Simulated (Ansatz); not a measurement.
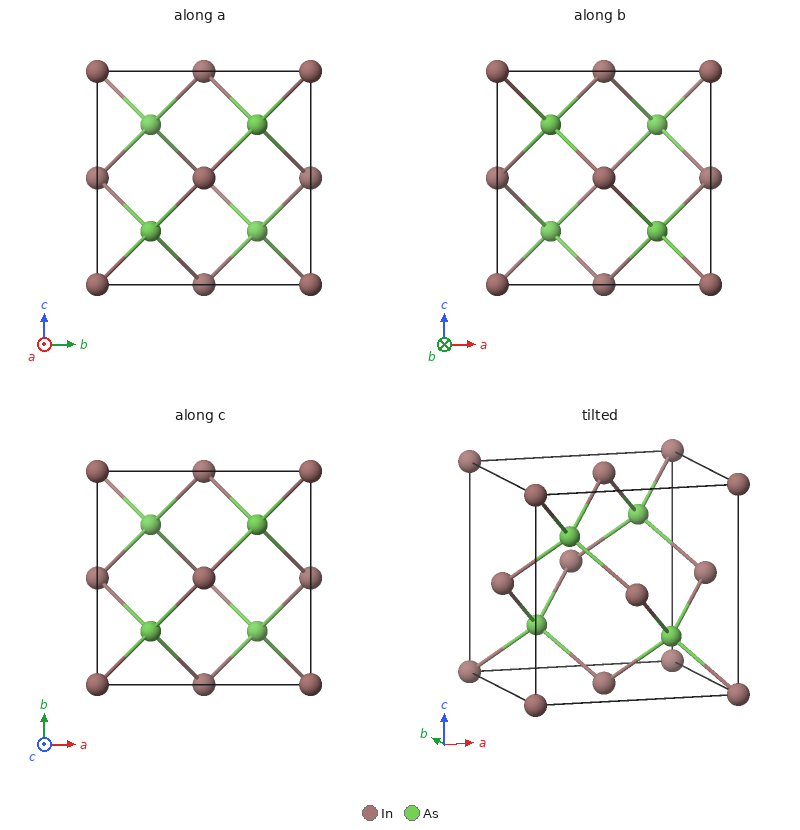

Ball-and-stick representation of a periodic structure, projected along the a axis, along the b axis, along the c axis and slightly off an axis. Atoms at the boundary of the conventional unit cell (the box) are drawn once for each face, edge or corner they touch.

Lattice parameters: a = 6.1092 Å, b = 6.1092 Å, c = 6.1092 Å, α = 90.000°, β = 90.000°, γ = 90.000°.

**Express the structure as a CIF in P1 with every atom of the cell.**

```cif
data_structure
_symmetry_space_group_name_H-M 'P 1'
_symmetry_Int_Tables_number 1
_cell_length_a 6.1092
_cell_length_b 6.1092
_cell_length_c 6.1092
_cell_angle_alpha 90.000
_cell_angle_beta 90.000
_cell_angle_gamma 90.000
_cell_volume 228.01
loop_
_atom_site_label
_atom_site_type_symbol
_atom_site_fract_x
_atom_site_fract_y
_atom_site_fract_z
_atom_site_occupancy
In1 In 0.0000 0.0000 0.0000 1
As1 As 0.2500 0.2500 0.7500 1
In2 In 0.0000 0.5000 0.5000 1
As2 As 0.2500 0.7500 0.2500 1
In3 In 0.5000 0.0000 0.5000 1
As3 As 0.7500 0.2500 0.2500 1
In4 In 0.5000 0.5000 0.0000 1
As4 As 0.7500 0.7500 0.7500 1
```

Provenance: a structure type filled with these elements by a generator (whether the compound takes this form wasn't checked). Earlier steps of the study may have refined or changed the cell and positions. It was the input of a calculation with Ansatz.
